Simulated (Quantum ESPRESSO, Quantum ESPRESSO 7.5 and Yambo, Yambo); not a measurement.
## Quasiparticle gap of As (buckled honeycomb monolayer) in Yambo

Wanted: ground state, empty states, screening and self-energy for As (buckled honeycomb monolayer).

Calculated with Quantum ESPRESSO 7.5 and Yambo 5.3.0; PBE and many-body steps on it, plane waves.

**1. Starting point**

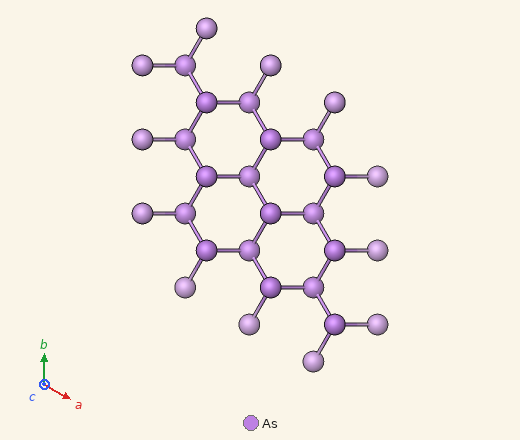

The starting structure, seen from above (arsenic purple). 3×3×1 cells are drawn. Some periodic images of atoms are drawn too.

The cell holds 2 atoms: 2 As. Cell: a = 3.611 Å, b = 3.611 Å, c = 14.000 Å, α = 90.0°, β = 90.0°, γ = 120.0°. Vacuum lies along c.

The structure was relaxed with PBE. The runs that relaxed it are not among those shown.

**2. Ground state**

This step: Quantum ESPRESSO 7.5; DFT, PBE, plane waves, norm-conserving pseudopotentials.

The ground-state density comes first.

pw.in

```
&control
  calculation = 'scf'
  prefix = 'x'
  outdir = 'o'
  pseudo_dir = 'pseudo'
/
&system
  ibrav = 0
  nat = 2
  ntyp = 1
  ecutwfc = 100.0
  nbnd = 28
  force_symmorphic = .true.
/
&electrons
  conv_thr = 1e-10
  electron_maxstep = 80
  mixing_beta = 0.5
/
ATOMIC_SPECIES
  As 74.922 As.upf
CELL_PARAMETERS angstrom
  3.6112698141 -0.0000000000 0.0000000000
  -1.8056349070 3.1274513989 0.0000000000
  0.0000000000 0.0000000000 14.0000000000
ATOMIC_POSITIONS crystal
  As 0.3333333333 0.6666666667 0.4503483115
  As 0.6666666667 0.3333333333 0.5496516885
K_POINTS automatic
  12 12 1 0 0 0
```

Run with:

```bash
OMP_NUM_THREADS=1 mpirun -n 8 pw.x -nk 8 -in pw.in > pw.out
```

The log of the run:

```text
Program PWSCF v.7.5 starts

     This program is part of the open-source Quantum ESPRESSO suite
     for quantum simulation of materials; please cite
         "P. Giannozzi et al., J. Phys.:Condens. Matter 21 395502 (2009);
         "P. Giannozzi et al., J. Phys.:Condens. Matter 29 465901 (2017);
         "P. Giannozzi et al., J. Chem. Phys. 152 154105 (2020);
     in publications or presentations arising from this work. More details at
     Message from routine setup:
     using ibrav=0 with symmetry is DISCOURAGED, use correct ibrav instead

     G-vector sticks info

     bravais-lattice index     =            0
     lattice parameter (alat)  =       6.8243  a.u.
     unit-cell volume          =    1067.0263 (a.u.)^3
     number of atoms/cell      =            2
     number of atomic types    =            1
     number of electrons       =        46.00
     number of Kohn-Sham states=           28
     kinetic-energy cutoff     =     100.0000  Ry
     charge density cutoff     =     400.0000  Ry
     scf convergence threshold =      1.0E-10
     mixing beta               =       0.5000
     number of iterations used =            8  plain     mixing
     Exchange-correlation= PBE
                           (   1   4   3   4   0   0   0)

     celldm(1)=   6.824311  celldm(2)=   0.000000  celldm(3)=   0.000000
     celldm(4)=   0.000000  celldm(5)=   0.000000  celldm(6)=   0.000000

     crystal axes: (cart. coord. in units of alat)
               a(1) = (   1.000000  -0.000000   0.000000 )
               a(2) = (  -0.500000   0.866025   0.000000 )
               a(3) = (   0.000000   0.000000   3.876753 )

     reciprocal axes: (cart. coord. in units 2 pi/alat)
               b(1) = (  1.000000  0.577350 -0.000000 )
               b(2) = (  0.000000  1.154701 -0.000000 )
               b(3) = ( -0.000000 -0.000000  0.257948 )
     Pseudo is Norm-conserving + core correction, Zval = 23.0
     Generated using ONCVPSP code by D. R. Hamann
     Using radial grid of 1358 points,  6 beta functions with:
     As               23.00    74.92200     As( 1.00)

     12 Sym. Ops., with inversion, found

   Cartesian axes

     site n.     atom                  positions (alat units)
         1        As     tau(   1) = (  -0.0000000   0.5773503   1.7458890  )
         2        As     tau(   2) = (   0.5000000   0.2886751   2.1308637  )

     number of k points=    19
                       cart. coord. in units 2pi/alat
        k(    1) = (   0.0000000   0.0000000   0.0000000), wk =   0.0138889
        k(    2) = (   0.0000000   0.0962250   0.0000000), wk =   0.0833333
        k(    3) = (   0.0000000   0.1924501   0.0000000), wk =   0.0833333
        k(    4) = (   0.0000000   0.2886751   0.0000000), wk =   0.0833333
        k(    5) = (   0.0000000   0.3849002   0.0000000), wk =   0.0833333
        k(    6) = (   0.0000000   0.4811252   0.0000000), wk =   0.0833333
        k(    7) = (   0.0000000  -0.5773503   0.0000000), wk =   0.0416667
        k(    8) = (   0.0833333   0.1443376   0.0000000), wk =   0.0833333
        k(    9) = (   0.0833333   0.2405626   0.0000000), wk =   0.1666667
        k(   10) = (   0.0833333   0.3367877   0.0000000), wk =   0.1666667
     [... 7 further rows ...]
        k(   18) = (   0.2500000   0.5292377   0.0000000), wk =   0.1666667
        k(   19) = (   0.3333333   0.5773503   0.0000000), wk =   0.0277778

     Dense  grid:   144181 G-vectors     FFT dimensions: (  45,  45, 180)

     Initial potential from superposition of free atoms

     starting charge      45.9995, renormalised to      46.0000
     Starting wfcs are   26 randomized atomic wfcs +    2 random wfcs

     per-process dynamical memory:   103.5 Mb

     Self-consistent Calculation

     iteration #  1     ecut=   100.00 Ry     beta= 0.50

     Threshold (ethr) on eigenvalues was too large:
     Diagonalizing with lowered threshold

     total energy              =   -1221.02029920 Ry
     estimated scf accuracy    <       0.02090100 Ry

     iteration #  2     ecut=   100.00 Ry     beta= 0.50

     total energy              =   -1221.02048189 Ry
     estimated scf accuracy    <       0.00369591 Ry

     iteration #  3     ecut=   100.00 Ry     beta= 0.50

     total energy              =   -1221.02065685 Ry
     estimated scf accuracy    <       0.00007853 Ry

     iteration #  4     ecut=   100.00 Ry     beta= 0.50

     total energy              =   -1221.02066274 Ry
     estimated scf accuracy    <       0.00000731 Ry

     iteration #  5     ecut=   100.00 Ry     beta= 0.50

     total energy              =   -1221.02066348 Ry
     estimated scf accuracy    <       0.00000016 Ry

     iteration #  6     ecut=   100.00 Ry     beta= 0.50

     total energy              =   -1221.02066351 Ry
     estimated scf accuracy    <       0.00000002 Ry

     iteration #  7     ecut=   100.00 Ry     beta= 0.50

     total energy              =   -1221.02066352 Ry
     estimated scf accuracy    <          6.9E-10 Ry

     iteration #  8     ecut=   100.00 Ry     beta= 0.50

     total energy              =   -1221.02066352 Ry
     estimated scf accuracy    <          1.4E-10 Ry

     iteration #  9     ecut=   100.00 Ry     beta= 0.50

     End of self-consistent calculation

          k = 0.0000 0.0000 0.0000 ( 18001 PWs)   bands (ev):

  -185.6156-185.6150-129.0136-129.0136-129.0112-129.0112-128.9556-128.9535
   -36.0724 -36.0724 -36.0393 -36.0393 -35.9786 -35.9637 -35.9637 -35.9205
   -35.9088 -35.9088 -14.3315  -8.0643  -1.4310  -0.9090  -0.9090   1.0392
     2.5909   2.5909   3.6642   3.9630

          k = 0.0000 0.0962 0.0000 ( 17967 PWs)   bands (ev):

  -185.6156-185.6150-129.0136-129.0136-129.0112-129.0112-128.9555-128.9536
   -36.0724 -36.0707 -36.0387 -36.0376 -35.9790 -35.9647 -35.9629 -35.9216
   -35.9106 -35.9089 -14.2398  -8.0534  -1.7899  -1.3879  -1.1128   1.6568
     2.4756   2.7994   3.7775   4.0984

          k = 0.0000 0.1925 0.0000 ( 17989 PWs)   bands (ev):

  -185.6155-185.6151-129.0136-129.0135-129.0113-129.0112-128.9554-128.9537
   -36.0722 -36.0658 -36.0366 -36.0330 -35.9799 -35.9678 -35.9608 -35.9255
   -35.9150 -35.9092 -13.9675  -8.0679  -3.0918  -1.5658  -1.2975   1.3573
     3.1454   3.2110   4.0967   4.4631

          k = 0.0000 0.2887 0.0000 ( 18001 PWs)   bands (ev):

     [... further k-points ...]

     highest occupied, lowest unoccupied level (ev):    -0.9090    0.7366

!    total energy              =   -1221.02066352 Ry
     estimated scf accuracy    <          3.3E-12 Ry

     The total energy is the sum of the following terms:
     one-electron contribution =   -2893.35697663 Ry
     hartree contribution      =    1397.79642297 Ry
     xc contribution           =    -110.50593699 Ry
     ewald contribution        =     385.04582713 Ry

     convergence has been achieved in   9 iterations

     XML data file, charge density, pseudopotentials, collected wavefunctions

=------------------------------------------------------------------------------=
   JOB DONE.
=------------------------------------------------------------------------------=
```

Elapsed: 37 s, on 8 MPI ranks of Arm Neoverse V1, shared host; peak memory 1.3 GiB.

This step gave:

* total energy: -16612.8324 eV
* gap: 1.646 eV
* k of the valence top: 0, 0, 0
* k of the conduction bottom: 0, 0.3333, 0
* least direct gap: 1.948 eV

The gap is indirect, with the least direct gap 0.30 eV higher.

**3. Bands along the symmetry lines**

Levels along a band path, at the cheap level, show where the edges lie and whether the meshes to come will hold them.

pw.in

```
&control
  calculation = 'bands'
  prefix = 'x'
  outdir = 'o'
  pseudo_dir = 'pseudo'
/
&system
  ibrav = 0
  nat = 2
  ntyp = 1
  ecutwfc = 100.0
  nbnd = 29
  force_symmorphic = .true.
/
&electrons
  conv_thr = 1e-9
  electron_maxstep = 80
  diago_full_acc = .true.
  diago_thr_init = 5e-6
/
ATOMIC_SPECIES
  As 74.922 As.upf
CELL_PARAMETERS angstrom
  3.6112698141 -0.0000000000 0.0000000000
  -1.8056349070 3.1274513989 0.0000000000
  0.0000000000 0.0000000000 14.0000000000
ATOMIC_POSITIONS crystal
  As 0.3333333333 0.6666666667 0.4503483115
  As 0.6666666667 0.3333333333 0.5496516885
K_POINTS crystal
  25
  0.00000000 0.00000000 0.00000000 1
  0.06250000 0.00000000 0.00000000 1
  0.12500000 0.00000000 0.00000000 1
  0.18750000 0.00000000 0.00000000 1
  0.25000000 0.00000000 0.00000000 1
  0.31250000 0.00000000 0.00000000 1
  0.37500000 0.00000000 0.00000000 1
  0.43750000 0.00000000 0.00000000 1
  0.50000000 0.00000000 0.00000000 1
  0.47916667 0.04166667 0.00000000 1
  0.45833333 0.08333333 0.00000000 1
  0.43750000 0.12500000 0.00000000 1
  0.41666666 0.16666666 0.00000000 1
  0.39583333 0.20833333 0.00000000 1
  0.37500000 0.25000000 0.00000000 1
  0.35416666 0.29166666 0.00000000 1
  0.33333333 0.33333333 0.00000000 1
  0.29166666 0.29166666 0.00000000 1
  0.25000000 0.25000000 0.00000000 1
  0.20833333 0.20833333 0.00000000 1
  0.16666666 0.16666666 0.00000000 1
  0.12500000 0.12500000 0.00000000 1
  0.08333333 0.08333333 0.00000000 1
  0.04166667 0.04166667 0.00000000 1
  0.00000000 0.00000000 0.00000000 1
```

The log of the run:

```text
[banner, memory and clock lines left out]
Program PWSCF v.7.5 starts

     Atomic positions and unit cell read from directory:
     o/x.save/

     Message from routine setup:
     using ibrav=0 with symmetry is DISCOURAGED, use correct ibrav instead

     G-vector sticks info

     bravais-lattice index     =            0
     lattice parameter (alat)  =       6.8243  a.u.
     unit-cell volume          =    1067.0263 (a.u.)^3
     number of atoms/cell      =            2
     number of atomic types    =            1
     number of electrons       =        46.00
     number of Kohn-Sham states=           29
     kinetic-energy cutoff     =     100.0000  Ry
     charge density cutoff     =     400.0000  Ry
     Exchange-correlation= PBE
                           (   1   4   3   4   0   0   0)

     celldm(1)=   6.824311  celldm(2)=   0.000000  celldm(3)=   0.000000
     celldm(4)=   0.000000  celldm(5)=   0.000000  celldm(6)=   0.000000

     crystal axes: (cart. coord. in units of alat)
               a(1) = (   1.000000  -0.000000   0.000000 )
               a(2) = (  -0.500000   0.866025   0.000000 )
               a(3) = (   0.000000   0.000000   3.876753 )

     reciprocal axes: (cart. coord. in units 2 pi/alat)
               b(1) = (  1.000000  0.577350 -0.000000 )
               b(2) = (  0.000000  1.154701 -0.000000 )
               b(3) = ( -0.000000 -0.000000  0.257948 )
     Pseudo is Norm-conserving + core correction, Zval = 23.0
     Generated using ONCVPSP code by D. R. Hamann
     Using radial grid of 1358 points,  6 beta functions with:
     As               23.00    74.92200     As( 1.00)

     12 Sym. Ops., with inversion, found

   Cartesian axes

     site n.     atom                  positions (alat units)
         1        As     tau(   1) = (  -0.0000000   0.5773503   1.7458890  )
         2        As     tau(   2) = (   0.5000000   0.2886751   2.1308637  )

     number of k points=    25
                       cart. coord. in units 2pi/alat
        k(    1) = (   0.0000000   0.0000000   0.0000000), wk =   0.0800000
        k(    2) = (   0.0625000   0.0360844   0.0000000), wk =   0.0800000
        k(    3) = (   0.1250000   0.0721688   0.0000000), wk =   0.0800000
[...]
[... 13 further rows ...]
        k(   24) = (   0.0416667   0.0721688   0.0000000), wk =   0.0800000
        k(   25) = (   0.0000000   0.0000000   0.0000000), wk =   0.0800000

     Dense  grid:   144181 G-vectors     FFT dimensions: (  45,  45, 180)

     The potential is recalculated from file :
     o/x.save/charge-density

     Starting wfcs are   26 randomized atomic wfcs +    3 random wfcs

     Band Structure Calculation

     End of band structure calculation

          k = 0.0000 0.0000 0.0000 ( 18001 PWs)   bands (ev):

  -185.6156-185.6150-129.0136-129.0136-129.0112-129.0112-128.9556-128.9535
   -36.0724 -36.0724 -36.0393 -36.0393 -35.9786 -35.9637 -35.9637 -35.9205
   -35.9088 -35.9088 -14.3315  -8.0643  -1.4310  -0.9090  -0.9090   1.0392
     2.5909   2.5909   3.6642   3.9630   5.6607

          k = 0.0625 0.0361 0.0000 ( 17973 PWs)   bands (ev):

  -185.6156-185.6150-129.0136-129.0136-129.0112-129.0112-128.9556-128.9536
   -36.0724 -36.0714 -36.0389 -36.0384 -35.9788 -35.9643 -35.9632 -35.9211
[...]
2.4820   2.7140   3.7291   4.0390   5.7178

          k = 0.1250 0.0722 0.0000 ( 17969 PWs)   bands (ev):

  -185.6156-185.6150-129.0136-129.0135-129.0113-129.0112-128.9555-128.9536
[...]
2.7527   3.0028   3.9120   4.2645   5.8474

[...]
k = 0.0417 0.0722 0.0000 ( 17975 PWs)   bands (ev):

  -185.6156-185.6150-129.0136-129.0136-129.0112-129.0112-128.9555-128.9536
[...]
2.4158   2.7827   3.7499   4.0647   5.7345

          k = 0.0000 0.0000 0.0000 ( 18001 PWs)   bands (ev):

  -185.6156-185.6150-129.0136-129.0136-129.0112-129.0112-128.9556-128.9535
   -36.0724 -36.0724 -36.0393 -36.0393 -35.9786 -35.9637 -35.9637 -35.9205
   -35.9088 -35.9088 -14.3315  -8.0643  -1.4310  -0.9090  -0.9090   1.0392
     2.5909   2.5909   3.6642   3.9630   5.6607

     XML data file, pseudopotentials, collected wavefunctions
```

The job ended after 12 s (8 MPI ranks; peak memory 1.1 GiB).

Numbers from this step:

```yaml
gap: 1.630 eV
k_of_the_valence_top: 0, 0, 0
k_of_the_conduction_bottom: 0.3125, 0, 0
least_direct_gap: 1.948 eV
```

The gap is 1.630 eV, −0.015 eV from the run before at this level.

Electronic bands along the path, in eV, zero at the top of the highest filled band:

| point | band 20 | band 21 | band 22 | band 23 | band 24 | band 25 | band 26 | band 27 |
| --- | --- | --- | --- | --- | --- | --- | --- | --- |
| Γ | -7.16 | -0.52 | 0.00 | 0.00 | 1.95 | 3.50 | 3.50 | 4.57 |
| M | -9.08 | -3.38 | -1.86 | -1.54 | 2.00 | 3.18 | 4.52 | 6.29 |
| K | -9.91 | -4.32 | -1.96 | -1.96 | 2.04 | 4.59 | 4.59 | 8.05 |
| Γ | -7.16 | -0.52 | 0.00 | 0.00 | 1.95 | 3.50 | 3.50 | 4.57 |

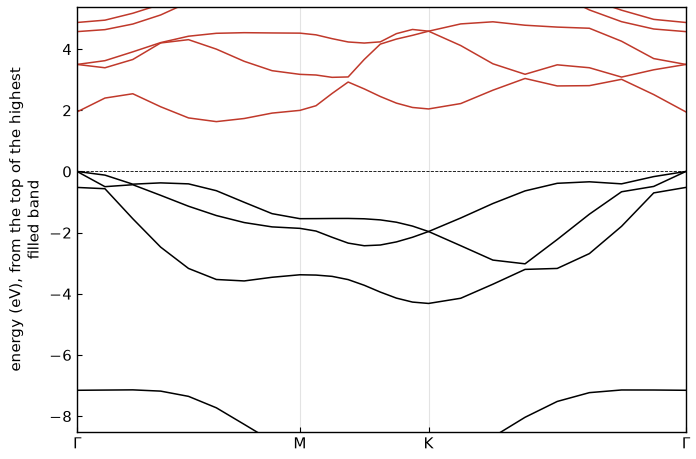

Electronic bands along the path; lines of filled and empty bands in two colours.

**4. Empty states on the mesh, 6×6×1 mesh, 97 bands**

The sums over transitions need many empty states on a uniform mesh; this step solves for them.

pw.in

```
&control
  calculation = 'nscf'
  prefix = 'x'
  outdir = 'o'
  pseudo_dir = 'pseudo'
/
&system
  ibrav = 0
  nat = 2
  ntyp = 1
  ecutwfc = 100.0
  nbnd = 97
  force_symmorphic = .true.
/
&electrons
  conv_thr = 1e-9
  electron_maxstep = 80
  diago_full_acc = .true.
  diago_thr_init = 5e-6
/
ATOMIC_SPECIES
  As 74.922 As.upf
CELL_PARAMETERS angstrom
  3.6112698141 -0.0000000000 0.0000000000
  -1.8056349070 3.1274513989 0.0000000000
  0.0000000000 0.0000000000 14.0000000000
ATOMIC_POSITIONS crystal
  As 0.3333333333 0.6666666667 0.4503483115
  As 0.6666666667 0.3333333333 0.5496516885
K_POINTS automatic
  6 6 1 0 0 0
```

Run with:

```bash
OMP_NUM_THREADS=1 mpirun -n 8 pw.x -nk 4 -in pw.in > pw.out
```

The log of the run:

```text
[banner, memory and clock lines left out]
Program PWSCF v.7.5 starts

     Atomic positions and unit cell read from directory:
     o/x.save/

     Message from routine setup:
     using ibrav=0 with symmetry is DISCOURAGED, use correct ibrav instead

     bravais-lattice index     =            0
     lattice parameter (alat)  =       6.8243  a.u.
     unit-cell volume          =    1067.0263 (a.u.)^3
     number of atoms/cell      =            2
     number of atomic types    =            1
     number of electrons       =        46.00
     number of Kohn-Sham states=           97
     kinetic-energy cutoff     =     100.0000  Ry
     charge density cutoff     =     400.0000  Ry
     Exchange-correlation= PBE
                           (   1   4   3   4   0   0   0)

     celldm(1)=   6.824311  celldm(2)=   0.000000  celldm(3)=   0.000000
     celldm(4)=   0.000000  celldm(5)=   0.000000  celldm(6)=   0.000000

     crystal axes: (cart. coord. in units of alat)
               a(1) = (   1.000000  -0.000000   0.000000 )
               a(2) = (  -0.500000   0.866025   0.000000 )
               a(3) = (   0.000000   0.000000   3.876753 )

     reciprocal axes: (cart. coord. in units 2 pi/alat)
               b(1) = (  1.000000  0.577350 -0.000000 )
               b(2) = (  0.000000  1.154701 -0.000000 )
               b(3) = ( -0.000000 -0.000000  0.257948 )
     Pseudo is Norm-conserving + core correction, Zval = 23.0
     Generated using ONCVPSP code by D. R. Hamann
     Using radial grid of 1358 points,  6 beta functions with:
     As               23.00    74.92200     As( 1.00)

     12 Sym. Ops., with inversion, found

   Cartesian axes

     site n.     atom                  positions (alat units)
         1        As     tau(   1) = (  -0.0000000   0.5773503   1.7458890  )
         2        As     tau(   2) = (   0.5000000   0.2886751   2.1308637  )

     number of k points=     7
                       cart. coord. in units 2pi/alat
        k(    1) = (   0.0000000   0.0000000   0.0000000), wk =   0.0555556
        k(    2) = (   0.0000000   0.1924501   0.0000000), wk =   0.3333333
        k(    3) = (   0.0000000   0.3849002   0.0000000), wk =   0.3333333
        k(    4) = (   0.0000000  -0.5773503   0.0000000), wk =   0.1666667
        k(    5) = (   0.1666667   0.2886751   0.0000000), wk =   0.3333333
        k(    6) = (   0.1666667   0.4811252   0.0000000), wk =   0.6666667
        k(    7) = (   0.3333333   0.5773503   0.0000000), wk =   0.1111111

     Dense  grid:   144181 G-vectors     FFT dimensions: (  45,  45, 180)

     The potential is recalculated from file :
     o/x.save/charge-density

     Starting wfcs are   26 randomized atomic wfcs +   71 random wfcs

     Band Structure Calculation

     End of band structure calculation

          k = 0.0000 0.0000 0.0000 ( 18001 PWs)   bands (ev):

  -185.6156-185.6150-129.0136-129.0136-129.0112-129.0112-128.9556-128.9535
   -36.0725 -36.0725 -36.0393 -36.0393 -35.9786 -35.9637 -35.9637 -35.9205
   -35.9088 -35.9088 -14.3315  -8.0643  -1.4310  -0.9090  -0.9090   1.0392
     2.5909   2.5909   3.6642   3.9630   5.6607   6.9897   8.2441   9.2675
[...]
33.9040

          k = 0.0000 0.1925 0.0000 ( 17989 PWs)   bands (ev):

  -185.6155-185.6151-129.0136-129.0135-129.0113-129.0112-128.9554-128.9537
[...]
34.9174

          k = 0.0000 0.3849 0.0000 ( 18027 PWs)   bands (ev):

  -185.6155-185.6151-129.0137-129.0132-129.0117-129.0111-128.9551-128.9540
[...]
29.6868  29.9012  29.9846  30.4616  30.6567  31.1708  31.3293  31.6336
    32.3108  33.1659  33.2826  33.4428  33.5312  33.6466  33.8154  33.8323
    34.3604

          k = 0.0000-0.5774 0.0000 ( 18060 PWs)   bands (ev):

     [... further k-points ...]

     highest occupied, lowest unoccupied level (ev):    -0.9090    0.7366

     XML data file, pseudopotentials, collected wavefunctions
```

Elapsed: 18 s, on 8 MPI ranks; peak memory 1.1 GiB; 2.4 min of CPU time.

This step gave:

```
gap                                                           : 1.646 eV
k of the valence top                                          : 0, 0, 0
k of the conduction bottom                                    : 0, 0.3333, 0
least direct gap                                              : 1.948 eV
k points computed                                             : 7
lowest point of the top converged band, above the valence top : 34.81 eV
```

On this mesh the gap is 1.646 eV.

[end of part 1 of 2]

[Paths, hosts, dates, memory and timing lines, banners, echoed tables and standing remarks are left out of the program output.]

[Logs are printed without paths, hosts, clocks, repeated set-up lines and the standing remarks that a program may print on its own settings, such as how far it seeks lower states.]

[Runs of the session that timed out or met a known fault of the program may be left out.]

[Hosts, paths, dates, database ids (printed as entryN), source tags and the programs' standing remarks are cut or masked in the printed files.]
